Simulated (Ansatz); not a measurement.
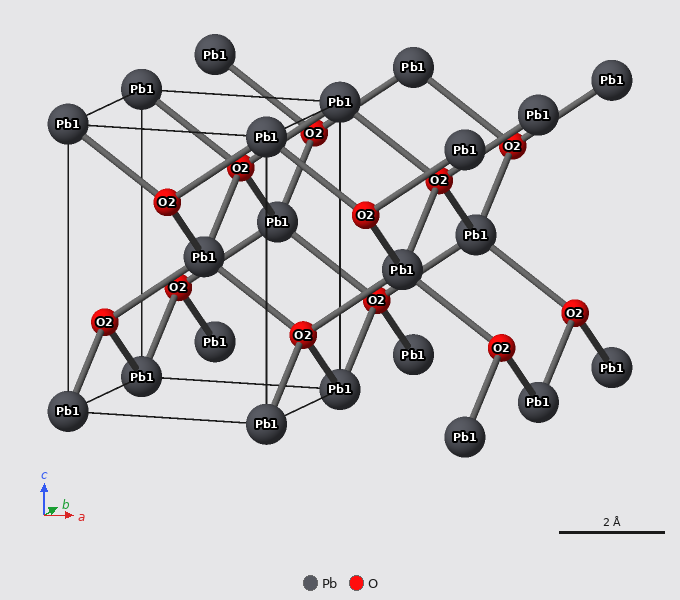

Figure 1. The structure (ball-and-stick view of the cell 2 times as large as that of the calculation, set on its symmetry axes, repeated 2 × 2 × 1, seen slightly off an axis; atoms are numbered from 1 in the order of the input). Near neighbours in the crystal (not all of them lie inside the picture): Pb has 4 O at 2.47 Å; O has 4 Pb at 2.47 Å.

## PbO: a changed input and its effect

System: PbO (I-4m2, 2 atoms in the cell).
Method of run A: DFT, r2SCAN, plane waves, PAW, no spin polarisation (Ansatz 0.2.0).

The structure was built on a prototype by a generator. The geometry comes from this level: r2SCAN (a point of a series of strains). Text and figures count atoms from 1; the logs count them from 0 in places.

## Input, run A
```yaml
crystal:
  lattice:
    - [0.0, 2.8698657333, 2.7987768025]
    - [2.8698657333, 0.0, 2.7987768025]
    - [2.8698657333, 2.8698657333, 0.0]
  atoms:
    - { symbol: Pb, position: [0.0, 0.0, 0.0] }
    - { symbol: O, position: [0.25, 0.25, 0.25] }
kpoints:
  mp_grid: { grid: [8, 8, 8] }
  band_path:
    path:
      - [0.0, 0.0, 0.0]
      - [-0.5, -0.5, 0.0]
      - [-0.375, -0.375, 0.25]
      - [-0.375, 0.0, 0.375]
      - [0.0, 0.0, 0.5]
      - [-0.5, -0.25, 0.25]
    npoints: 1
hamiltonian:
  xc: r2scan
scf:
  occupations: { method: fixed }
  n_extra_bands: 4
output:
  forces: true
  stress: true
  eigenvalues: true
```

Hardware: 4 threads of an Arm (aarch64) CPU, shared host.

## Output, shortened to warnings, some set-up lines, iterations and results (run A)
```
Basis set: ecut = 500 eV, 1195 PW (Γ), exchange–correlation on 120×120×120 points (64 copies of the dense FFT grid, shifted against one another)
Symmetry: 8 space group operations
k-points: 59 of 512 (time reversal used)
Initial density: superposition of atomic densities (neutral atoms: chi_scale 0, normalization atom), corrected by the library's trained network
[...]
SCF iter   1: F=—  HF=-12488.673902 eV  |F-HF|=—  |Δ(HF+E_count)|=         —  Δρ=6.30e-3  dr2=1.47e-2  dr2_τ=2.75e-2  ethr=1.77e-3  ⟨swp⟩=5.0  Hψ=3957  notcnv=0  defer=109
SCF iter   2: F=—  HF=-12488.694556 eV  |F-HF|=—  |Δ(HF+E_count)|=   2.07e-2  Δρ=3.63e-3  dr2=2.46e-3  dr2_τ=6.66e-4  ethr=7.37e-5  ⟨swp⟩=2.6  Hψ=2054  notcnv=0  defer=111
SCF iter   3: F=—  HF=-12488.694767 eV  |F-HF|=—  |Δ(HF+E_count)|=   2.11e-4  Δρ=1.94e-3  dr2=2.31e-3  dr2_τ=1.97e-4  ethr=1.23e-5  ⟨swp⟩=2.3  Hψ=1558  notcnv=0  defer=113
SCF iter   4: F=—  HF=-12488.694421 eV  |F-HF|=—  |Δ(HF+E_count)|=   3.47e-4  Δρ=8.49e-4  dr2=1.64e-4  dr2_τ=2.53e-5  ethr=1.15e-5  ⟨swp⟩=2.0  Hψ=1091  notcnv=0  defer=113
SCF iter   5: F=—  HF=-12488.694417 eV  |F-HF|=—  |Δ(HF+E_count)|=   3.94e-6  Δρ=1.35e-4  dr2=3.36e-6  dr2_τ=3.42e-7  ethr=8.22e-7  ⟨swp⟩=2.1  Hψ=1111  notcnv=0  defer=111
SCF iter   6: F=—  HF=-12488.694423 eV  |F-HF|=—  |Δ(HF+E_count)|=   6.87e-6  Δρ=1.32e-5  dr2=4.01e-8  dr2_τ=3.94e-9  ethr=5.00e-10  ⟨swp⟩=5.5  Hψ=4864  notcnv=0
SCF iter   7: F=-12488.694424 eV  HF=-12488.694424 eV  |F-HF|=1.04e-10  |Δ(HF+E_count)|=   5.79e-8  Δρ=1.83e-6  dr2=1.26e-9  dr2_τ=1.06e-10  ethr=2.01e-10  ⟨swp⟩=2.6  Hψ=3130 …
SCF 1 converged in 7 iterations: F = -12488.694424 eV  dr2 = 1.26e-9
NSCF: frozen V_eff on 6 k-points
SCF converged after 7 iterations
Free energy (F): -12488.694424 eV
Harris-Foulkes:  -12488.694424 eV  (|F-HF|=1.04e-10)
Internal energy: -12488.694424 eV  (E = F + TS)
E sigma→0 (E₀):  -12488.694424 eV
Fermi energy:    6.896825 eV
--- Per-component energies (eV) ---
  E_band       = -96.685205
  E_kinetic    = 460.042197
  E_local      = -1573.120292  (includes V_loc(G=0)·N_el)
  E_nonlocal   = 398.261351
  E_hartree    = 612.937403
  E_xc         = -281.515462
  E_vxc        = -250.695715  (∫ρ·V_xc dr)
  E_paw        = -10590.236283  (= ΣΔE_a)
  E_vpaw       = -374.681303  (= ΣTr[D̂ρ^β])
  E_aug_tail   = 0.000965  (compensation charges beyond the density's cutoff)
  E_vtau       = 17.632024  (kinetic-family band-sum trace: ∫τ·v_τ [+ j·A + Jᵃ·Aᵃ] dr)
  E_ewald      = -1515.997864
  E_core_change = 0.933562  (= ΣΔE_core)
  E_smearing   = -0.000000  (= −TS)
  E_closure    = 0.000000  (closes the sum)
  Σ components = -12488.694424   (vs F -12488.694424, Δ=0.00e0)
--- Forces (eV/Å), atoms counted from 1 ---
  atom   1  Pb    -0.00000000    -0.00000000     0.00000000
  atom   2  O      0.00000000    -0.00000000    -0.00000000
  max |Σ_I F_I| component: 1.11e-16 eV/Å
--- Stress (GPa, compression-positive) ---
       -3.306857       0.000000       0.000000
        0.000000      -3.306857       0.000000
       -0.000000       0.000000      -3.002784
  P = ⅓ Tr σ = -3.2055 GPa (-32.055 kbar)
```

The input of run B differs as follows (lines with − go, lines with + come):
```diff
-  xc: r2scan
+  xc: pbe
-  occupations: { method: fixed }
+  occupations: { method: fermi_dirac, width: 0.02 }
```

What does this change do to the results?

The total energies belong to different methods, so their difference says nothing on which is more stable or more accurate. The gap on the mesh goes from 0.72 to 0.53 eV. The pressure goes from −3.21 to −0.92 GPa. The functional changes from r2SCAN to PBE. The SCF takes 6 iterations against 7. The default cutoff goes from 500 to 420 eV with the change. The plane waves at Γ go from 1195 to 925.

## Output, shortened to warnings, some set-up lines, iterations and results (run B)
```
Basis set: ecut = 420 eV, 925 PW (Γ), exchange–correlation on 54×54×60 points (8 copies of the dense FFT grid, shifted against one another)
Symmetry: 8 space group operations
k-points: 59 of 512 (time reversal used)
Initial density: superposition of atomic densities (neutral atoms: chi_scale 0, normalization atom), corrected by the library's trained network
[...]
SCF iter   1: F=—  HF=-12473.161135 eV  |F-HF|=—  |Δ(HF+E_count)|=         —  Δρ=3.88e-3  dr2=7.46e-3  ethr=1.77e-3  ⟨swp⟩=6.0  Hψ=4564  notcnv=0
SCF iter   2: F=—  HF=-12473.162477 eV  |F-HF|=—  |Δ(HF+E_count)|=   1.34e-3  Δρ=5.64e-3  dr2=1.45e-2  ethr=3.73e-5  ⟨swp⟩=2.7  Hψ=2188  notcnv=0
SCF iter   3: F=—  HF=-12473.159765 eV  |F-HF|=—  |Δ(HF+E_count)|=   2.71e-3  Δρ=3.92e-4  dr2=3.71e-5  ethr=3.73e-5  ⟨swp⟩=2.0  Hψ=1239  notcnv=0
SCF iter   4: F=—  HF=-12473.159927 eV  |F-HF|=—  |Δ(HF+E_count)|=   1.62e-4  Δρ=1.57e-4  dr2=1.23e-5  ethr=1.86e-7  ⟨swp⟩=2.0  Hψ=1652  notcnv=0
SCF iter   5: F=—  HF=-12473.159922 eV  |F-HF|=—  |Δ(HF+E_count)|=   5.15e-6  Δρ=4.91e-5  dr2=1.31e-6  ethr=6.15e-8  ⟨swp⟩=2.6  Hψ=1402  notcnv=0
SCF iter   6: F=-12473.159922 eV  HF=-12473.159922 eV  |F-HF|=9.91e-9  |Δ(HF+E_count)|=   3.70e-7  Δρ=3.50e-6  dr2=5.43e-9  ethr=5.00e-10  ⟨swp⟩=4.4  Hψ=4518  notcnv=0
SCF 1 converged in 6 iterations: F = -12473.159922 eV  dr2 = 5.43e-9
NSCF: frozen V_eff on 6 k-points
SCF converged after 6 iterations
Free energy (F): -12473.159922 eV
Harris-Foulkes:  -12473.159922 eV  (|F-HF|=9.91e-9)
Internal energy: -12473.159922 eV  (E = F + TS)
E sigma→0 (E₀):  -12473.159922 eV
Fermi energy:    7.376005 eV
--- Per-component energies (eV) ---
  E_band       = -83.404205
  E_kinetic    = 459.792378
  E_local      = -1570.272097  (includes V_loc(G=0)·N_el)
  E_nonlocal   = 398.023698
  E_hartree    = 610.430470
  E_xc         = -294.590728
  E_vxc        = -226.308196  (∫ρ·V_xc dr)
  E_paw        = -10560.548146  (= ΣΔE_a)
  E_vpaw       = -365.504740  (= ΣTr[D̂ρ^β])
  E_aug_tail   = 0.002367  (compensation charges beyond the density's cutoff)
  E_ewald      = -1515.997864
  E_smearing   = -0.000000  (= −TS)
  E_closure    = -0.000000  (closes the sum)
  Σ components = -12473.159922   (vs F -12473.159922, Δ=0.00e0)
--- Forces (eV/Å), atoms counted from 1 ---
  atom   1  Pb    -0.00000000     0.00000000    -0.00000000
  atom   2  O      0.00000000    -0.00000000     0.00000000
  max |Σ_I F_I| component: 2.78e-17 eV/Å
--- Stress (GPa, compression-positive) ---
       -1.013457      -0.000000      -0.000000
       -0.000000      -1.013457       0.000000
       -0.000000       0.000000      -0.732606
  P = ⅓ Tr σ = -0.9198 GPa (-9.198 kbar)
```

## The two runs side by side

```tsv
quantity	run A	run B
outcome	converged	converged
free energy per atom (eV)	−6244.3472	−6236.5800
gap on the mesh (eV)	0.72	0.53
pressure (GPa)	−3.21	−0.92
largest force (eV/Å)	0.000	0.000
SCF iterations	7	6
irreducible k-points	59	59
plane waves at Γ	1195	925
wall time (shared host)	3 s	1.5 s
```

For both runs: Spin–orbit coupling is left out, which matters for Pb.
